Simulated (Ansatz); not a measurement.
The calculation's input:

```
crystal:
  lattice:
    - [-3.248897, 3.41447, 3.414021]
    - [3.248897, -3.41447, 3.414021]
    - [3.248897, 3.41447, -3.414021]
  atoms:
    - { symbol: Sn, position: [0.5, 0.0, 0.0] }
    - { symbol: Sn, position: [0.5, 0.5, 0.5] }
    - { symbol: Sn, position: [0.003599, 0.753599, 0.25] }
    - { symbol: Sn, position: [0.996401, 0.246401, 0.75] }
    - { symbol: O, position: [0.806496, 0.803774, 0.497278] }
    - { symbol: O, position: [0.806496, 0.309218, 0.002722] }
    - { symbol: O, position: [0.302435, 0.24594, 0.056495] }
    - { symbol: O, position: [0.689445, 0.24594, 0.443505] }
    - { symbol: O, position: [0.310555, 0.75406, 0.556495] }
    - { symbol: O, position: [0.193504, 0.690782, 0.997278] }
    - { symbol: O, position: [0.697565, 0.75406, 0.943505] }
    - { symbol: O, position: [0.193504, 0.196226, 0.502722] }
hamiltonian:
  xc: lda
  pseudopotentials: { kind: paw }
kpoints:
  mp_grid: { grid: [5, 5, 5] }
scf:
  occupations: { method: fermi_dirac, width: 0.05 }
output:
  forces: true
  stress: true
  eigenvalues: true
  write_density: true
  write_potential: true
  elf: true
  volumetric_format: npy
relax:
  f_tol: 0.01
  max_steps: 40
  cell: { stress_tol: 0.05, p_target: 5.0 }
```

Run with:

```sh
ansatz run input.yaml --threads 4 --pin off --max-ram 11264MiB --backend cpu --events-out ev --progress --plain --runs-dir out
```

The fields are those of the run's last geometry, not of the input's.

Space group P4₂/mnm; a structure from a database of computed crystals, not necessarily the ambient phase; computed pressure about 5 GPa in this cell.

Computed with Kohn-Sham DFT of a periodic cell, LDA, Ansatz PAW in Ansatz 0.2.0.

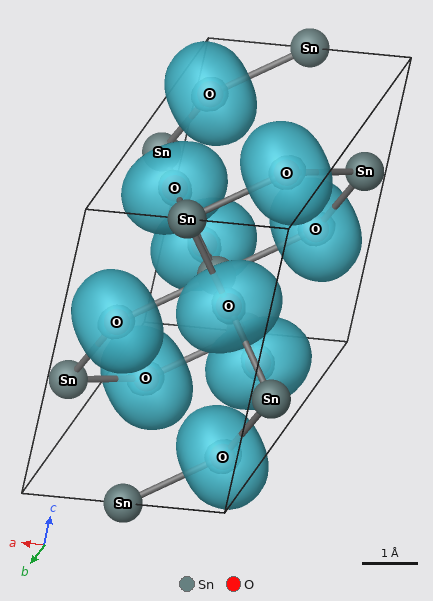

SnO$_{2}$. Isosurface of the electron localisation function at 0.65 (cyan), seen at an oblique angle. Core shells and regions of very low density are left out. Sticks mark near contacts.

Core electrons are frozen (PAW), and the valence fields are smoothed inside the atomic spheres.

### What do the ELF domains correspond to?

The surface consists of eight regions wrapped around O (the valence shell of each), counted in one cell of 12 atoms. Regions shared between cells count once. Profiles from the grid: Sn–O (2.02 Å): the ELF peaks at about 0.80 in the valence shell of O, 0.6 Å from its nucleus, and is about 0.25 at the midpoint; no localised pair shows between them.

### Does the calculation give a band gap?

It is gapped, with a Kohn–Sham gap of 1.4 eV on the k-point mesh (the band edges may lie off the mesh, which would make the gap smaller).
